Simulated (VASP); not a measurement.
# GaAs(110): relaxation, ionisation energy and affinity

Where do the bulk band edges lie against the vacuum outside GaAs(110)?

Calculated with VASP 6.6.1; PBEsol; plane waves and PAW (Ga, As).

**What experiment says.**

“Investigation of Radiation Effect on Structural and Optical Properties of GaAs under High-Energy Electron Irradiation” (2022, pmc:9457441) reports for GaAs, zincblende, by high-resolution XRD, reciprocal space mapping (commercial semi-insulating (001) wafer, relaxed): lattice constant a (cubic a from (004) reciprocal space maps; peak position was aligned …) 5.653 Å [Peak position aligned to 66.049 deg for all samples, so the value is effectively fixed by …].

“Evidence of valence band perturbations in GaAsN/GaAs(001): A combined variable-angle spectroscopic ellipsometry and modulated photoreflectance investigation” (2008, arxiv:0805.2212) reports for GaAs, zincblende, by variable-angle spectroscopic ellipsometry, parametric critical-point fit (semi-insulating GaAs(001) reference substrate with native oxide, 300 K): band gap (direct gap E0 at Gamma from ellipsometry) 1.412 ± 0.01 eV.

**1. Set-up**

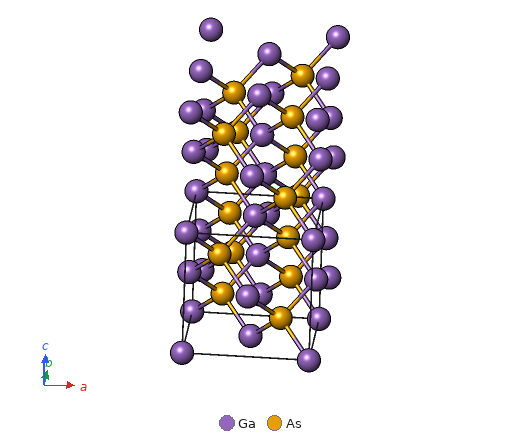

The cell as given, slightly off an axis (gallium purple, arsenic orange). 1×2×2 cells are drawn. This picture shows the conventional cell, with its axes. Bonds to atoms that aren't drawn are left out. Some periodic images of atoms are drawn too.

Coordinates:

```cif
data_structure
_symmetry_space_group_name_H-M 'P 1'
_symmetry_Int_Tables_number 1
_cell_length_a 3.9952
_cell_length_b 3.9952
_cell_length_c 3.9952
_cell_angle_alpha 60.000
_cell_angle_beta 60.000
_cell_angle_gamma 60.000
_cell_volume 45.09
loop_
_atom_site_label
_atom_site_type_symbol
_atom_site_fract_x
_atom_site_fract_y
_atom_site_fract_z
_atom_site_occupancy
Ga1 Ga 0.00000 0.00000 0.00000 1
As2 As 0.25000 0.25000 0.25000 1
```

**2. Relaxing the bulk crystal**

The later steps need the crystal at this functional's own lattice; a raised cutoff keeps the stress reliable while the cell changes.

INCAR reads:

```
SYSTEM = GaAs
PREC = Accurate
ENCUT = 350
EDIFF = 1E-06
NELM = 120
ISMEAR = 0
SIGMA = 0.03
LREAL = .FALSE.
ALGO = Normal
GGA = PS
NBANDS = 10
LORBIT = 11
LWAVE = .FALSE.
LCHARG = .FALSE.
KPAR = 4
LASPH = .TRUE.
IBRION = 2
NSW = 40
ISIF = 3
EDIFFG = -0.02
POTIM = 0.4
```

POSCAR reads:

```
GaAs
1.0
    0.0000000000      2.8250000000      2.8250000000
    2.8250000000      0.0000000000      2.8250000000
    2.8250000000      2.8250000000      0.0000000000
Ga As
1 1
Direct
    0.0000000000      0.0000000000      0.0000000000
    0.2500000000      0.2500000000      0.2500000000
```

KPOINTS reads:

```
Automatic mesh
0
Gamma
6 6 6
0 0 0
```

The projector-augmented-wave data sets are Ga and As (PBE family, release 64).

Launch:

```sh
$ mpirun -np 4 vasp_std
```

The log of the run:

```text
[banner, memory and clock lines left out]
running    4 mpi-ranks, on    1 nodes
 distrk:  each k-point on    1 cores,    4 groups
 distr:  one band on    1 cores,    1 groups

 POSCAR found type information on POSCAR GaAs
 POSCAR found :  2 types and       2 ions
|                                                                             |
|               ----> ADVICE to this user running VASP <----                  |
|                                                                             |
|     You enforced a specific xc type in the INCAR file but a different       |
|     [... a line on the potential file left out ...]
|     I HOPE YOU KNOW WHAT YOU ARE DOING!                                     |
|                                                                             |

 LDA part: xc-table for (Slater+PW92), standard interpolation
 POSCAR, INCAR and KPOINTS ok, starting setup
 FFT: planning ... GRIDC
 FFT: planning ... GRID_SOFT
 FFT: planning ... GRID
 WAVECAR not read
 entering main loop
       N       E                     dE             d eps       ncg     rms          rms(c)
DAV:   1     0.110653703597E+02    0.11065E+02   -0.28764E+03   320   0.510E+02
DAV:   2    -0.862933937187E+01   -0.19695E+02   -0.19354E+02   398   0.816E+01
DAV:   3    -0.925314540156E+01   -0.62381E+00   -0.62302E+00   384   0.156E+01
DAV:   4    -0.925578772736E+01   -0.26423E-02   -0.26421E-02   364   0.117E+00
DAV:   5    -0.925579631058E+01   -0.85832E-05   -0.85830E-05   378   0.660E-02    0.395E+00
DAV:   6    -0.909744815830E+01    0.15835E+00   -0.22550E-01   340   0.187E+00    0.231E+00
DAV:   7    -0.905180181571E+01    0.45646E-01   -0.12576E-01   358   0.157E+00    0.559E-01
DAV:   8    -0.904982365297E+01    0.19782E-02   -0.98460E-03   346   0.487E-01    0.901E-02
DAV:   9    -0.904995148675E+01   -0.12783E-03   -0.45302E-04   366   0.132E-01    0.521E-02
DAV:  10    -0.904998203903E+01   -0.30552E-04   -0.35458E-05   374   0.369E-02    0.823E-03
DAV:  11    -0.904998488527E+01   -0.28462E-05   -0.86859E-06   368   0.145E-02    0.650E-03
DAV:  12    -0.904998476086E+01    0.12441E-06   -0.12176E-06   224   0.530E-03
   1 F= -.90499848E+01 E0= -.90499848E+01  d E =-.904998E+01
 curvature:   0.00 expect dE= 0.000E+00 dE for cont linesearch  0.000E+00
 trial: gam= 0.00000 g(F)=  0.408E-48 g(S)=  0.717E-02 ort = 0.000E+00 (trialstep = 0.100E+01)
 search vector abs. value=  0.717E-02
 bond charge predicted
       N       E                     dE             d eps       ncg     rms          rms(c)
DAV:   1    -0.905797493966E+01   -0.79901E-02   -0.12269E-01   340   0.163E+00    0.345E-01
DAV:   2    -0.905400575080E+01    0.39692E-02   -0.68785E-03   336   0.402E-01    0.167E-01
DAV:   3    -0.905288272830E+01    0.11230E-02   -0.32831E-03   328   0.248E-01    0.552E-02
DAV:   4    -0.905280580663E+01    0.76922E-04   -0.17085E-04   350   0.654E-02    0.256E-02
DAV:   5    -0.905279687037E+01    0.89363E-05   -0.20218E-05   368   0.231E-02    0.154E-02
DAV:   6    -0.905279762822E+01   -0.75785E-06   -0.88498E-07   320   0.506E-03
   2 F= -.90527976E+01 E0= -.90527976E+01  d E =-.281287E-02
 trial-energy change:   -0.002813  1 .order   -0.002873   -0.007167    0.001420
 step:   0.8286(harm=  0.8346)  dis= 0.00000  next Energy=    -9.052920 (dE=-0.293E-02)
 bond charge predicted
       N       E                     dE             d eps       ncg     rms          rms(c)
DAV:   1    -0.905306472366E+01   -0.26785E-03   -0.35924E-03   344   0.281E-01    0.597E-02
DAV:   2    -0.905295001058E+01    0.11471E-03   -0.19814E-04   336   0.681E-02    0.289E-02
DAV:   3    -0.905291883548E+01    0.31175E-04   -0.96954E-05   328   0.427E-02    0.987E-03
DAV:   4    -0.905291714997E+01    0.16855E-05   -0.49676E-06   352   0.112E-02    0.457E-03
DAV:   5    -0.905291708691E+01    0.63061E-07   -0.59164E-07   174   0.401E-03
   3 F= -.90529171E+01 E0= -.90529171E+01  d E =-.293233E-02
 curvature:  -0.42 expect dE=-0.814E-07 dE for cont linesearch -0.814E-07
 trial: gam=-0.00519 g(F)=  0.948E-46 g(S)=  0.195E-06 ort = 0.374E-04 (trialstep = 0.966E+00)
 search vector abs. value=  0.105E-09
 reached required accuracy - stopping structural energy minimisation
```

It took 3.6 s on 4 MPI ranks of Intel Xeon 6975P-C (Granite Rapids), shared host; peak memory 0.52 GiB.

Lines that name or quote the potential files are left out of all logs, and their timing lines are given in words.

OUTCAR, selected parts (step 2):

```text
ion  position               nearest neighbor table
   1  0.000  0.000  0.000-   2 2.45   2 2.45   2 2.45   2 2.45
   2  0.250  0.250  0.250-   1 2.45   1 2.45   1 2.45   1 2.45

  LATTYP: Found a face centered cubic cell.
 ALAT       =     5.6500000000

 Subroutine GETGRP returns: Found 24 space group operations
 (whereof 24 operations were pure point group operations)

The static configuration has the point symmetry T_d .

 Found     16 irreducible k-points:

   k-points           NKPTS =     16   k-points in BZ     NKDIM =     16   number of bands    NBANDS=     10

   dimension x,y,z NGX =    24 NGY =   24 NGZ =   24
   dimension x,y,z NGXF=    48 NGYF=   48 NGZF=   48

   ENCUT  =  350.0 eV  25.72 Ry    5.07 a.u.   6.09  6.09  6.09*2*pi/ulx,y,z

   NELECT =       8.0000    total number of electrons

 k-points in reciprocal lattice and weights: Automatic mesh
   0.00000000  0.00000000  0.00000000       0.005
   0.16666667  0.00000000  0.00000000       0.037
   0.33333333  0.00000000  0.00000000       0.037
   0.50000000  0.00000000  0.00000000       0.019
   0.16666667  0.16666667  0.00000000       0.028
   0.33333333  0.16666667  0.00000000       0.111
   0.50000000  0.16666667  0.00000000       0.111
  -0.33333333  0.16666667  0.00000000       0.111
  -0.16666667  0.16666667  0.00000000       0.056
[...]
-0.33333333  0.33333333  0.16666667       0.111
  -0.33333333  0.50000000  0.16666667       0.056

 average (electrostatic) potential at core
       1 -14.5567       2 -51.4475

 E-fermi :   2.6778

 k-point     1 :       0.0000    0.0000    0.0000
  band No.  band energies     occupation
      1     -10.1133      2.00000
      2       2.5100      2.00000
      3       2.5100      2.00000
      4       2.5100      2.00000
      5       2.9098      0.00000
      6       6.2271      0.00000
      7       6.2271      0.00000
      8       6.2271      0.00000
      9       9.8866      0.00000
    ...

 k-point     2 :       0.1667    0.0000    0.0000
  band No.  band energies     occupation
      1      -9.8221      2.00000
      2      -0.2183      2.00000
      3       2.1360      2.00000
      4       2.1360      2.00000
      5       4.0702      0.00000
      6       6.7671      0.00000
      7       6.7671      0.00000
      8       7.1095      0.00000
      9      11.2594      0.00000
    ...

 k-point     3 :       0.3333    0.0000    0.0000
  band No.  band energies     occupation
      1      -9.0628      2.00000
      2      -2.8421      2.00000
      3       1.6005      2.00000
      4       1.6005      2.00000
      5       3.6531      0.00000
      6       7.1749      0.00000
      7       7.1749      0.00000
      8       9.6076      0.00000
      9      11.0766      0.00000
    ...

  Total        0.0018368      0.0018368      0.0018368      0.0000000      0.0000000      0.0000000
  in kB        0.0641780      0.0641780      0.0641780      0.0000000      0.0000000      0.0000000
  external PRESSURE =       0.0641780 kB  Pullay stress =       0.0000000 kB

  energy-cutoff  :      350.00
  volume of cell :       45.86
      direct lattice vectors                 reciprocal lattice vectors
     0.000000000  2.840893411  2.840893411    -0.176000971  0.176000971  0.176000971
     2.840893411 -0.000000000  2.840893411     0.176000971 -0.176000971  0.176000971
     2.840893411  2.840893411  0.000000000     0.176000971  0.176000971 -0.176000971

 POSITION                                       TOTAL-FORCE (eV/Angst)
 -----------------------------------------------------------------------------------
      0.00000      0.00000      0.00000        -0.000000     -0.000000     -0.000000
      1.42045      1.42045      1.42045         0.000000      0.000000      0.000000
 -----------------------------------------------------------------------------------
    total drift:                                0.000000      0.000000      0.000000

  FREE ENERGIE OF THE ION-ELECTRON SYSTEM (eV)
  ---------------------------------------------------
  free  energy   TOTEN  =        -9.0529170869 eV

  energy  without entropy=       -9.0529170869  energy(sigma->0) =       -9.05291709

 reached required accuracy - stopping structural energy minimisation

 total charge
# of ion       s       p       d       tot
------------------------------------------
    1        1.090   1.189   0.134   2.414
    2        1.212   1.590   0.027   2.829
--------------------------------------------------
tot          2.302   2.779   0.162   5.242

[... 3 further parts left out ...]
```

The PAW data sets were made with PBE, which is usual practice but a small mismatch for other functionals. The data set Ga keeps the semicore shell frozen, which is cheaper and a little less accurate. The run keeps the 24 symmetry operations of its start, so it cannot find a distortion of lower symmetry.

Relaxation path:

| step | energy less that of the first step (eV) | largest force (eV/Å) | pressure (GPa) | volume (Å³) |
| --- | --- | --- | --- | --- |
| 1 | 0.0000 | 0.0000 | 1.25 | 45.09 |
| 2 | -0.0028 | 0.0000 | -0.24 | 46.02 |
| 3 | -0.0029 | 0.0000 | 0.01 | 45.86 |

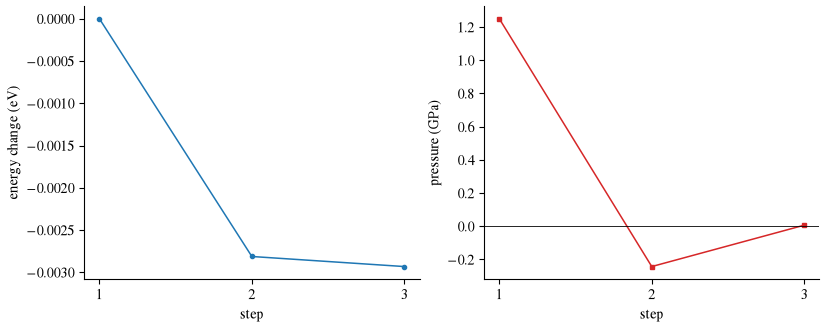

Energy and pressure along the relaxation.

| conventional cell, symmetrised | before | after | change |
| --- | --- | --- | --- |
| a (Å) | 5.650 | 5.682 | +0.6 % |
| b (Å) | 5.650 | 5.682 | +0.6 % |
| c (Å) | 5.650 | 5.682 | +0.6 % |
| volume (Å³/atom) | 22.55 | 22.93 | +1.7 % |

The relaxed structure:

```cif
data_structure
_symmetry_space_group_name_H-M 'P 1'
_symmetry_Int_Tables_number 1
_cell_length_a 4.0176
_cell_length_b 4.0176
_cell_length_c 4.0176
_cell_angle_alpha 60.000
_cell_angle_beta 60.000
_cell_angle_gamma 60.000
_cell_volume 45.86
loop_
_atom_site_label
_atom_site_type_symbol
_atom_site_fract_x
_atom_site_fract_y
_atom_site_fract_z
_atom_site_occupancy
Ga1 Ga 0.00000 0.00000 0.00000 1
As2 As 0.25000 0.25000 0.25000 1
```

This step gave:

| Quantity | Value |
| --- | --- |
| electronic cycles | 23 |
| electrons | 8 |
| free energy (TOTEN) | -9.053 eV |
| Fermi energy | 2.678 eV |

The run ended after 3 ionic steps, 0.003 eV below its first step, once forces and stress met EDIFFG = -0.02.

**3. Band edges of the bulk**

A static bulk run at the slab's cutoff gives the band edges and the core potentials that tie them to the slab.

INCAR reads:

```
SYSTEM = GaAs
PREC = Normal
ENCUT = 320
EDIFF = 1E-06
NELM = 120
ISMEAR = 0
SIGMA = 0.03
LREAL = .FALSE.
ALGO = Normal
GGA = PS
NBANDS = 10
LORBIT = 11
LWAVE = .FALSE.
LCHARG = .FALSE.
KPAR = 4
LASPH = .TRUE.
```

POSCAR reads:

```
GaAs
1.0
    0.0000000000      2.8408934113      2.8408934113
    2.8408934113      0.0000000000      2.8408934113
    2.8408934113      2.8408934113      0.0000000000
Ga As
1 1
Direct
    0.0000000000      0.0000000000      0.0000000000
    0.2500000000      0.2500000000      0.2500000000
```

KPOINTS reads:

```
Automatic mesh
0
Gamma
13 13 13
0 0 0
```

Launch:

```sh
$ mpirun -np 4 vasp_std
```

The log of the run:

```text
[banner, memory and clock lines left out]
running    4 mpi-ranks, on    1 nodes
 distrk:  each k-point on    1 cores,    4 groups
 distr:  one band on    1 cores,    1 groups

 POSCAR found type information on POSCAR GaAs
 POSCAR found :  2 types and       2 ions
 [... a notice as in an earlier step ...]

 LDA part: xc-table for (Slater+PW92), standard interpolation
 POSCAR, INCAR and KPOINTS ok, starting setup
 FFT: planning ... GRIDC
 FFT: planning ... GRID_SOFT
 FFT: planning ... GRID
 WAVECAR not read
 entering main loop
       N       E                     dE             d eps       ncg     rms          rms(c)
DAV:   1     0.101691700044E+02    0.10169E+02   -0.26394E+03  1680   0.465E+02
DAV:   2    -0.866694544208E+01   -0.18836E+02   -0.18099E+02  2232   0.797E+01
DAV:   3    -0.927055740747E+01   -0.60361E+00   -0.60298E+00  2108   0.148E+01
DAV:   4    -0.927277764549E+01   -0.22202E-02   -0.22201E-02  2040   0.100E+00
DAV:   5    -0.927278378544E+01   -0.61400E-05   -0.61399E-05  1998   0.525E-02    0.386E+00
DAV:   6    -0.912315968975E+01    0.14962E+00   -0.22133E-01  1808   0.182E+00    0.225E+00
DAV:   7    -0.908098251602E+01    0.42177E-01   -0.11843E-01  1882   0.151E+00    0.554E-01
DAV:   8    -0.907899838759E+01    0.19841E-02   -0.94839E-03  1830   0.471E-01    0.875E-02
DAV:   9    -0.907911539831E+01   -0.11701E-03   -0.44913E-04  1952   0.131E-01    0.520E-02
DAV:  10    -0.907914748838E+01   -0.32090E-04   -0.35213E-05  1942   0.368E-02    0.787E-03
DAV:  11    -0.907915047731E+01   -0.29889E-05   -0.93548E-06  2002   0.146E-02    0.618E-03
DAV:  12    -0.907915042182E+01    0.55499E-07   -0.12172E-06  1160   0.536E-03
   1 F= -.90791504E+01 E0= -.90791504E+01  d E =-.744234E-21
```

Wall time 2.4 s (4 MPI ranks); peak memory 0.49 GiB.

OUTCAR, selected parts (step 3):

```text
  LATTYP: Found a face centered cubic cell.
 ALAT       =     5.6817868226

The static configuration has the point symmetry T_d .

 Found     84 irreducible k-points:

   k-points           NKPTS =     84   k-points in BZ     NKDIM =     84   number of bands    NBANDS=     10

   dimension x,y,z NGX =    18 NGY =   18 NGZ =   18
   dimension x,y,z NGXF=    36 NGYF=   36 NGZF=   36

   ENCUT  =  320.0 eV  23.52 Ry    4.85 a.u.   5.86  5.86  5.86*2*pi/ulx,y,z

   NELECT =       8.0000    total number of electrons

 E-fermi :   2.6837

 k-point     1 :       0.0000    0.0000    0.0000
  band No.  band energies     occupation
      1     -10.1234      2.00000
      2       2.4989      2.00000
      3       2.4989      2.00000
      4       2.4989      2.00000
      5       2.9030      0.00000
      6       6.2247      0.00000
      7       6.2247      0.00000
      8       6.2247      0.00000
      9       9.8809      0.00000
    ...

 k-point     2 :       0.0769    0.0000    0.0000
  band No.  band energies     occupation
      1     -10.0602      2.00000
      2       1.3711      2.00000
      3       2.4031      2.00000
      4       2.4031      2.00000
      5       3.7234      0.00000
      6       6.3311      0.00000
      7       6.3681      0.00000
      8       6.3682      0.00000
      9      10.2925      0.00000
    ...

  Total        0.0152184      0.0152184      0.0152184      0.0000000      0.0000000     -0.0000000
  in kB        0.5317233      0.5317233      0.5317233      0.0000000      0.0000000     -0.0000000
  external PRESSURE =       0.5317233 kB  Pullay stress =       0.0000000 kB

  energy-cutoff  :      320.00
  volume of cell :       45.86
      direct lattice vectors                 reciprocal lattice vectors
     0.000000000  2.840893411  2.840893411    -0.176000971  0.176000971  0.176000971
     2.840893411  0.000000000  2.840893411     0.176000971 -0.176000971  0.176000971
     2.840893411  2.840893411  0.000000000     0.176000971  0.176000971 -0.176000971

 POSITION                                       TOTAL-FORCE (eV/Angst)
 -----------------------------------------------------------------------------------
      0.00000      0.00000      0.00000         0.000000      0.000000      0.000000
      1.42045      1.42045      1.42045        -0.000000     -0.000000     -0.000000
 -----------------------------------------------------------------------------------
    total drift:                               -0.000000     -0.000000      0.000001

  FREE ENERGIE OF THE ION-ELECTRON SYSTEM (eV)
  ---------------------------------------------------
  free  energy   TOTEN  =        -9.0791504218 eV

  energy  without entropy=       -9.0791504218  energy(sigma->0) =       -9.07915042

 total charge
# of ion       s       p       d       tot
------------------------------------------
    1        1.096   1.186   0.133   2.415
    2        1.216   1.582   0.028   2.826
--------------------------------------------------
tot          2.312   2.768   0.161   5.241

[... 1 part as in an earlier step ...]

[... 7 further parts left out ...]
```

The gap is read on the k-mesh alone, so it is an upper bound where the band edges lie off the mesh.

This step gave:

* electronic cycles: 12
* free energy (TOTEN): -9.079 eV
* Fermi energy: 2.684 eV
* metallic: no
* gap on the k-mesh: 0.4041 eV
* least direct gap on the k-mesh: 0.4041 eV

(Part 1 of 3 ends here.)

[Lines on the potential files, build, host, timing and source positions are cut from VASP's logs without a mark.]

[Logs are printed without paths, hosts, clocks, repeated set-up lines and the standing remarks that a program may print on its own settings, such as how far it seeks lower states.]

[Hosts, paths, dates, database ids (printed as entryN), source tags and the programs' standing remarks are cut or masked in the printed files.]

[Runs that stopped without an error message from VASP are left out.]
